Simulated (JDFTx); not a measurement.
Zr: geometry relaxation (part 2 of 2)

The same run, continued: Zr (P6₃/mmc, 2 atoms in the cell); Kohn-Sham DFT of a periodic cell, RPBE, SG15-PBE-1.2, no spin polarisation (JDFTx 1.7.0 (patched build)); cutoff 1088.45 eV, 2×2×1 k-mesh, fermi-dirac of 0.05 eV. The structure derives from an entry of the Crystallography Open Database. The settings are looser than a standard set-up, so the numbers are not reference values.

Geometry of the input (Å; fractional positions):
```
3.2320  0.0000  0.0000
-1.6160  2.7990  0.0000
0.0000  0.0000  5.1470
Zr 0.6667  0.3333  0.7500
Zr 0.3333  0.6667  0.2500
```

The program's output, continued:
```
# Energy components:
   Eewald =      -77.6601506488641036
       EH =       14.3063501837786085
     Eloc =      -60.4299400350483040
      Enl =       12.6866499249246836
      Exc =      -11.9048559762603077
       KE =       28.0332922717062303
-------------------------------------
     Etot =      -94.9686542797632001
       TS =        0.0019449824158843
-------------------------------------
        F =      -94.9705992621790784

LatticeMinimize: Iter:   2  F: -94.970599262179078  |grad|_K:  1.955e-02  alpha:  1.000e+00  linmin:  8.294e-01

-------- Electronic minimization -----------
Will mix electronic density at each iteration.
	FillingsUpdate:  mu: +0.519551194  nElectrons: 24.000000
	FillingsUpdate:  mu: +0.482354179  nElectrons: 24.000000
SCF: Cycle:  0   F: -94.961166891433606   dF: -8.575e-02   |Residual|: 1.752e-01   |deigs|: 5.573e-03
	FillingsUpdate:  mu: +0.489136692  nElectrons: 24.000000
SCF: Cycle:  1   F: -94.969923569296384   dF: -8.757e-03   |Residual|: 8.208e-02   |deigs|: 2.132e-02
	FillingsUpdate:  mu: +0.493926574  nElectrons: 24.000000
[... 10 further cycles ...]
SCF: Cycle: 12   F: -94.973286490285503   dF: -2.575e-10   |Residual|: 2.158e-06   |deigs|: 1.153e-06
	FillingsUpdate:  mu: +0.491943397  nElectrons: 24.000000
SCF: Cycle: 13   F: -94.973286490421955   dF: -1.365e-10   |Residual|: 7.162e-06   |deigs|: 1.117e-06
SCF: Converged (|Delta E|<1.000000e-09 for 2 iters).

Setting wave functions to eigenvectors of Hamiltonian
# Lattice vectors:
R =
[      6.62053     -3.31027            0  ]
[            0      5.73355            0  ]
[            0            0      8.35801  ]
unit cell volume = 317.263

# Strain tensor in Cartesian coordinates:
[     0.083984            0            0  ]
[            0     0.083984            0  ]
[            0            0     -0.14069  ]

# Stress tensor in Cartesian coordinates [Eh/a0^3]:
[  8.94732e-05            0            0  ]
[            0  8.94732e-05            0  ]
[            0            0  8.05655e-05  ]

# Ionic positions in cartesian coordinates:
ion Zr   3.310267428373844   1.911183790836308   6.268509656718632 1
ion Zr  -0.000000000000000   3.822367581672617   2.089503218934854 1

# Forces in Cartesian coordinates:
force Zr   0.000000000000000   0.000000000000000  -0.000000000000000 1
force Zr  -0.000000000000000   0.000000000000000   0.000000000000000 1

# Energy components:
   Eewald =      -76.3072458487477689
       EH =       14.7595855889303813
     Eloc =      -62.1231904256381284
      Enl =       12.6773493679545801
      Exc =      -11.8454346659367697
       KE =       27.8674119559661548
-------------------------------------
     Etot =      -94.9715240274715597
       TS =        0.0017624629503922
-------------------------------------
        F =      -94.9732864904219554

LatticeMinimize: Iter:   3  F: -94.973286490421955  |grad|_K:  7.000e-03  alpha:  1.000e+00  linmin:  6.093e-01

-------- Electronic minimization -----------
Will mix electronic density at each iteration.
	FillingsUpdate:  mu: +0.491943397  nElectrons: 24.000000
	FillingsUpdate:  mu: +0.513263765  nElectrons: 24.000000
SCF: Cycle:  0   F: -94.970772427992841   dF: -6.172e-03   |Residual|: 6.922e-02   |deigs|: 5.223e-04
	FillingsUpdate:  mu: +0.508665814  nElectrons: 24.000000
SCF: Cycle:  1   F: -94.973110688758425   dF: -2.338e-03   |Residual|: 2.800e-02   |deigs|: 9.959e-03
	FillingsUpdate:  mu: +0.505819288  nElectrons: 24.000000
[... 9 further cycles ...]
SCF: Cycle: 11   F: -94.973624332074820   dF: -3.054e-11   |Residual|: 2.080e-05   |deigs|: 6.810e-07
	FillingsUpdate:  mu: +0.506306653  nElectrons: 24.000000
SCF: Cycle: 12   F: -94.973624332097629   dF: -2.281e-11   |Residual|: 1.518e-05   |deigs|: 2.709e-06
SCF: Converged (|Delta E|<1.000000e-09 for 2 iters).

Setting wave functions to eigenvectors of Hamiltonian
# Lattice vectors:
R =
[      6.56074     -3.28037            0  ]
[            0      5.68177            0  ]
[            0            0      8.29206  ]
unit cell volume = 309.1

# Strain tensor in Cartesian coordinates:
[    0.0741939            0            0  ]
[            0    0.0741939            0  ]
[            0            0     -0.14747  ]

# Stress tensor in Cartesian coordinates [Eh/a0^3]:
[ -2.25948e-07            0            0  ]
[            0 -2.25948e-07            0  ]
[            0            0 -1.93546e-05  ]

# Ionic positions in cartesian coordinates:
ion Zr   3.280370536807424   1.893922812443179   6.219045373038602 1
ion Zr   0.000000000000000   3.787845624886358   2.073015124374618 1

# Forces in Cartesian coordinates:
force Zr   0.000000000000000   0.000000000000000  -0.000000000000000 1
force Zr  -0.000000000000000   0.000000000000000  -0.000000000000000 1

# Energy components:
   Eewald =      -76.9770210170499922
       EH =       14.4880599208368928
     Eloc =      -61.2239094708684135
      Enl =       12.6826826981262410
      Exc =      -11.8673298932178941
       KE =       27.9256764075438682
-------------------------------------
     Etot =      -94.9718413546293050
       TS =        0.0017829774683169
-------------------------------------
        F =      -94.9736243320976286

LatticeMinimize: Iter:   4  F: -94.973624332097629  |grad|_K:  8.801e-04  alpha:  1.000e+00  linmin:  5.396e-01

-------- Electronic minimization -----------
Will mix electronic density at each iteration.
	FillingsUpdate:  mu: +0.506306653  nElectrons: 24.000000
	FillingsUpdate:  mu: +0.505370254  nElectrons: 24.000000
SCF: Cycle:  0   F: -94.973620138701776   dF: -9.112e-05   |Residual|: 5.361e-03   |deigs|: 6.076e-06
	FillingsUpdate:  mu: +0.505529464  nElectrons: 24.000000
SCF: Cycle:  1   F: -94.973627100914854   dF: -6.962e-06   |Residual|: 2.566e-03   |deigs|: 5.919e-04
	FillingsUpdate:  mu: +0.505639796  nElectrons: 24.000000
[... 6 further cycles ...]
SCF: Cycle:  8   F: -94.973630278517362   dF: -2.099e-10   |Residual|: 1.274e-05   |deigs|: 1.155e-07
	FillingsUpdate:  mu: +0.505584105  nElectrons: 24.000000
SCF: Cycle:  9   F: -94.973630278587663   dF: -7.030e-11   |Residual|: 1.385e-05   |deigs|: 7.121e-07
SCF: Converged (|Delta E|<1.000000e-09 for 2 iters).

Setting wave functions to eigenvectors of Hamiltonian
# Lattice vectors:
R =
[      6.56076     -3.28038            0  ]
[            0      5.68178            0  ]
[            0            0      8.30608  ]
unit cell volume = 309.624

# Strain tensor in Cartesian coordinates:
[    0.0741964            0            0  ]
[            0    0.0741964            0  ]
[            0            0    -0.146029  ]

# Stress tensor in Cartesian coordinates [Eh/a0^3]:
[  2.61873e-06            0            0  ]
[            0  2.61873e-06            0  ]
[            0            0 -3.61637e-06  ]

# Ionic positions in cartesian coordinates:
ion Zr   3.280378114741838   1.893927187565653   6.229557342351991 1
ion Zr   0.000000000000000   3.787854375131306   2.076519114145796 1

# Forces in Cartesian coordinates:
force Zr  -0.000000000000000  -0.000000000000000  -0.000000000000000 1
force Zr   0.000000000000000  -0.000000000000000   0.000000000000000 1

# Energy components:
   Eewald =      -76.9391969740885031
       EH =       14.5005751156115004
     Eloc =      -61.2710718765848981
      Enl =       12.6823584662734437
      Exc =      -11.8656423201073089
       KE =       27.9211273495495362
-------------------------------------
     Etot =      -94.9718502393462387
       TS =        0.0017800392414301
-------------------------------------
        F =      -94.9736302785876632

LatticeMinimize: Iter:   5  F: -94.973630278587663  |grad|_K:  2.357e-04  alpha:  1.000e+00  linmin: -6.973e-01

-------- Electronic minimization -----------
Will mix electronic density at each iteration.
	FillingsUpdate:  mu: +0.505584105  nElectrons: 24.000000
	FillingsUpdate:  mu: +0.505891919  nElectrons: 24.000000
SCF: Cycle:  0   F: -94.973629776993533   dF: -7.915e-06   |Residual|: 1.231e-03   |deigs|: 4.471e-07
	FillingsUpdate:  mu: +0.505819826  nElectrons: 24.000000
SCF: Cycle:  1   F: -94.973630689318824   dF: -9.123e-07   |Residual|: 6.458e-04   |deigs|: 8.556e-05
	FillingsUpdate:  mu: +0.505753068  nElectrons: 24.000000
[... 3 further cycles ...]
SCF: Cycle:  5   F: -94.973630832481263   dF: -5.858e-10   |Residual|: 4.688e-06   |deigs|: 5.713e-07
	FillingsUpdate:  mu: +0.505759406  nElectrons: 24.000000
SCF: Cycle:  6   F: -94.973630832681778   dF: -2.005e-10   |Residual|: 3.258e-06   |deigs|: 7.051e-07
SCF: Converged (|Delta E|<1.000000e-09 for 2 iters).

Setting wave functions to eigenvectors of Hamiltonian
# Lattice vectors:
R =
[      6.55902     -3.27951            0  ]
[            0      5.68028            0  ]
[            0            0      8.30899  ]
unit cell volume = 309.569

# Strain tensor in Cartesian coordinates:
[    0.0739124            0            0  ]
[            0    0.0739124            0  ]
[            0            0     -0.14573  ]

# Stress tensor in Cartesian coordinates [Eh/a0^3]:
[  8.70013e-07            0            0  ]
[            0  8.70013e-07            0  ]
[            0            0 -1.17717e-06  ]

# Ionic positions in cartesian coordinates:
ion Zr   3.279510815667583   1.893426452211683   6.231741367374934 1
ion Zr  -0.000000000000000   3.786852904423368   2.077247122486787 1

# Forces in Cartesian coordinates:
force Zr   0.000000000000000  -0.000000000000000  -0.000000000000000 1
force Zr   0.000000000000000  -0.000000000000000   0.000000000000000 1

# Energy components:
   Eewald =      -76.9458145868596688
       EH =       14.4969798815940702
     Eloc =      -61.2610085210176152
      Enl =       12.6823970706063349
      Exc =      -11.8657095998985280
       KE =       27.9213049679328655
-------------------------------------
     Etot =      -94.9718507876425235
       TS =        0.0017800450392485
-------------------------------------
        F =      -94.9736308326817777

LatticeMinimize: Iter:   6  F: -94.973630832681778  |grad|_K:  7.754e-05  alpha:  1.000e+00  linmin: -9.999e-01

-------- Electronic minimization -----------
Will mix electronic density at each iteration.
	FillingsUpdate:  mu: +0.505759406  nElectrons: 24.000000
	FillingsUpdate:  mu: +0.505907157  nElectrons: 24.000000
SCF: Cycle:  0   F: -94.973630675428765   dF: -1.663e-06   |Residual|: 5.700e-04   |deigs|: 9.828e-08
	FillingsUpdate:  mu: +0.505872984  nElectrons: 24.000000
SCF: Cycle:  1   F: -94.973630871892240   dF: -1.965e-07   |Residual|: 2.982e-04   |deigs|: 4.148e-05
	FillingsUpdate:  mu: +0.505841356  nElectrons: 24.000000
[... 2 further cycles ...]
SCF: Cycle:  4   F: -94.973630903306443   dF: -4.979e-10   |Residual|: 4.843e-06   |deigs|: 3.158e-06
	FillingsUpdate:  mu: +0.505844222  nElectrons: 24.000000
SCF: Cycle:  5   F: -94.973630903441631   dF: -1.352e-10   |Residual|: 2.263e-06   |deigs|: 2.975e-07
SCF: Converged (|Delta E|<1.000000e-09 for 2 iters).

Setting wave functions to eigenvectors of Hamiltonian
# Lattice vectors:
R =
[      6.55821     -3.27911            0  ]
[            0      5.67958            0  ]
[            0            0      8.31029  ]
unit cell volume = 309.541

# Strain tensor in Cartesian coordinates:
[    0.0737796            0            0  ]
[            0    0.0737796            0  ]
[            0            0    -0.145596  ]

# Stress tensor in Cartesian coordinates [Eh/a0^3]:
[  6.05769e-08            0            0  ]
[            0  6.05769e-08            0  ]
[            0            0 -9.40196e-08  ]

# Ionic positions in cartesian coordinates:
ion Zr   3.279105478377141   1.893192430617943   6.232719936963282 1
ion Zr  -0.000000000000000   3.786384861235887   2.077573312349574 1

# Forces in Cartesian coordinates:
force Zr  -0.000000000000000   0.000000000000000   0.000000000000000 1
force Zr  -0.000000000000000  -0.000000000000000  -0.000000000000000 1

# Energy components:
   Eewald =      -76.9490600653183350
       EH =       14.4952628344167369
     Eloc =      -61.2561471801133948
      Enl =       12.6824216985310709
      Exc =      -11.8657506657863188
       KE =       27.9214225347586478
-------------------------------------
     Etot =      -94.9718508435115893
       TS =        0.0017800599300437
-------------------------------------
        F =      -94.9736309034416308

LatticeMinimize: Iter:   7  F: -94.973630903441631  |grad|_K:  5.791e-06  alpha:  1.000e+00  linmin: -9.950e-01
LatticeMinimize: Converged (|Delta F|<1.000000e-06 for 2 iters).

Dumping 'run.eigStats' ...
	eMin: -1.277498 at state 0 ( [ +0.000000 +0.000000 +0.000000 ] spin 0 )
	HOMO: +0.504559 at state 1 ( [ +0.000000 +0.500000 +0.000000 ] spin 0 )
	mu  : +0.505844
	LUMO: +0.535135 at state 0 ( [ +0.000000 +0.000000 +0.000000 ] spin 0 )
	eMax: +0.723070 at state 1 ( [ +0.000000 +0.500000 +0.000000 ] spin 0 )
	HOMO-LUMO gap: +0.030576
	Optical gap  : +0.099265 at state 1 ( [ +0.000000 +0.500000 +0.000000 ] spin 0 )
Done!
```

Trajectory as extended XYZ (Å, eV, eV/Å), 8 frames, from step=0 to step=7:
```
2
Lattice="3.2320 0.0000 0.0000 -1.6160 2.7990 0.0000 0.0000 0.0000 5.1470" Properties=species:S:1:pos:R:3:forces:R:3 step=0 energy=-2583.37072
Zr    1.6160    0.9330    3.8603    0.0000   0.0000   0.0000
Zr    0.0000    1.8660    1.2868    0.0000   0.0000   0.0000
2
Lattice="3.2986 0.0000 0.0000 -1.6493 2.8567 0.0000 0.0000 0.0000 4.9086" Properties=species:S:1:pos:R:3:forces:R:3 step=1 energy=-2583.86466
Zr    1.6493    0.9522    3.6815    0.0000   0.0000   0.0000
Zr    0.0000    1.9045    1.2272    0.0000   0.0000   0.0000
2
Lattice="3.4916 0.0000 0.0000 -1.7458 3.0239 0.0000 0.0000 0.0000 4.1961" Properties=species:S:1:pos:R:3:forces:R:3 step=2 energy=-2584.28166
Zr    1.7458    1.0080    3.1471    0.0000   0.0000   0.0000
Zr    0.0000    2.0159    1.0490    0.0000   0.0000   0.0000
2
Lattice="3.5034 0.0000 0.0000 -1.7517 3.0341 0.0000 0.0000 0.0000 4.4229" Properties=species:S:1:pos:R:3:forces:R:3 step=3 energy=-2584.35478
Zr    1.7517    1.0114    3.3172    0.0000   0.0000   0.0000
Zr    0.0000    2.0227    1.1057    0.0000   0.0000   0.0000
2
Lattice="3.4718 0.0000 0.0000 -1.7359 3.0067 0.0000 0.0000 0.0000 4.3880" Properties=species:S:1:pos:R:3:forces:R:3 step=4 energy=-2584.36397
Zr    1.7359    1.0022    3.2910    0.0000   0.0000   0.0000
Zr    0.0000    2.0044    1.0970    0.0000   0.0000   0.0000
2
Lattice="3.4718 0.0000 0.0000 -1.7359 3.0067 0.0000 0.0000 0.0000 4.3954" Properties=species:S:1:pos:R:3:forces:R:3 step=5 energy=-2584.36414
Zr    1.7359    1.0022    3.2965    0.0000   0.0000   0.0000
Zr    0.0000    2.0044    1.0988    0.0000   0.0000   0.0000
2
Lattice="3.4709 0.0000 0.0000 -1.7354 3.0059 0.0000 0.0000 0.0000 4.3969" Properties=species:S:1:pos:R:3:forces:R:3 step=6 energy=-2584.36415
Zr    1.7354    1.0020    3.2977    0.0000   0.0000   0.0000
Zr    0.0000    2.0039    1.0992    0.0000   0.0000   0.0000
2
Lattice="3.4705 0.0000 0.0000 -1.7352 3.0055 0.0000 0.0000 0.0000 4.3976" Properties=species:S:1:pos:R:3:forces:R:3 step=7 energy=-2584.36415
Zr    1.7352    1.0018    3.2982    0.0000   0.0000   0.0000
Zr    0.0000    2.0037    1.0994    0.0000   0.0000   0.0000
```

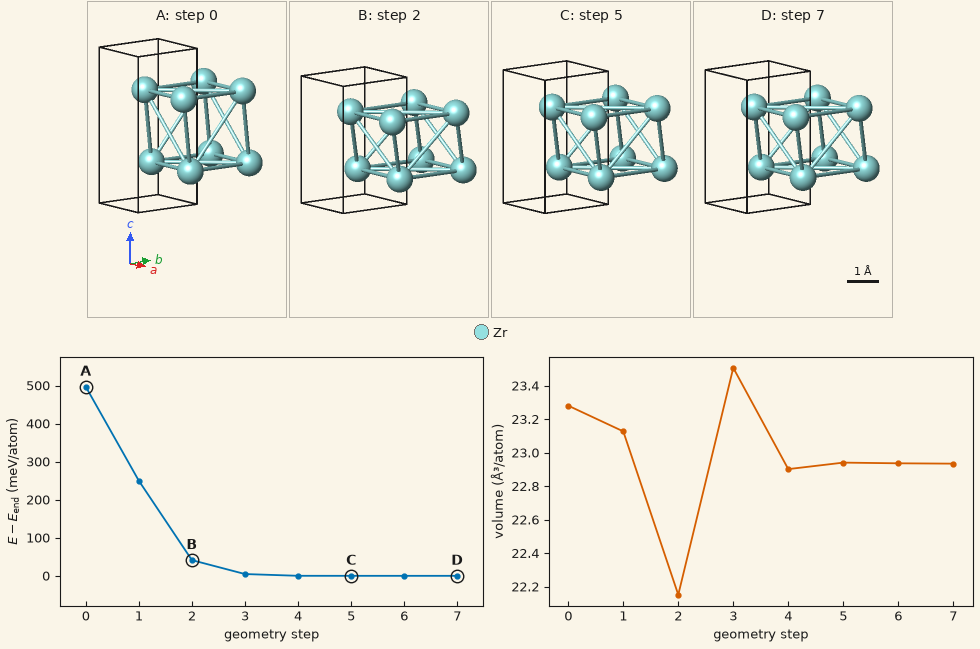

Figure 1. Frames of the relaxation (ball-and-stick view of the cell of the calculation, repeated 2 × 2 × 1, seen slightly off an axis) above the curves, on which the letters mark them (steps are counted from 0).

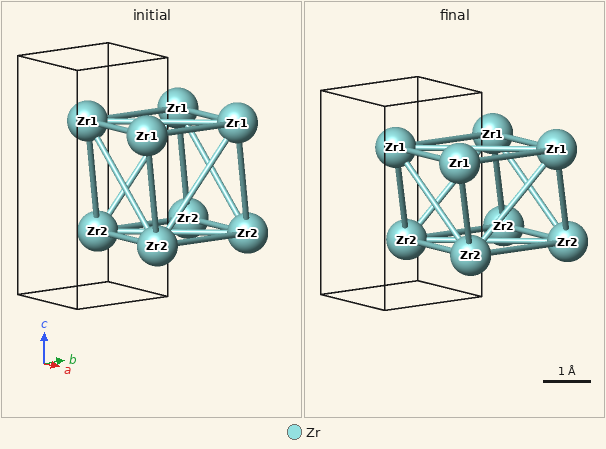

Figure 2. Before (left) and after (right) the relaxation, at one scale (ball-and-stick view of the cell of the calculation, repeated 2 × 2 × 1, seen slightly off an axis). The atoms keep their places relative to the cell (all moves are under 0.005 Å). The drawn cell changes as follows: a = b 3.232 → 3.470 Å (+7.4 %), c 5.147 → 4.398 Å (−14.6 %); the volume changes by −1.5 %. Distances before and after: Zr1–Zr1 3.232 → 3.470 Å, Zr1–Zr2 3.179 → 2.975 Å. The space group stays P6_3/mmc (No. 194). After 7 geometry steps the energy has fallen by 497 meV per atom. All forces vanish by symmetry, so only the cell relaxes. (Atoms are counted from 1 in the order of the input.)

Key numbers:

- outcome: converged
- space group (tolerance 0.01 Å): P6₃/mmc (194)
- electrons treated: 24
- free energy: −2584.3642 eV
- Fermi energy: 13.765 eV
- gap on the k-point mesh: none (metallic)
- pressure: 0.00 GPa
- final volume: 45.87 Å³
- largest force (length of the vector) at the end: under 0.001 eV/Å
- final cell: a = 3.470 Å, b = 3.470 Å, c = 4.398 Å, α = 90.00°, β = 90.00°, γ = 120.00°
- wall time: 74 s
- peak memory: 0.11 GiB

Remarks:

Settings chosen away from the usual ones: functional set to RPBE. The settings depart from the standard set-up of this series, which can bear on the numbers. Points of doubt noted for this run: coarse mesh.
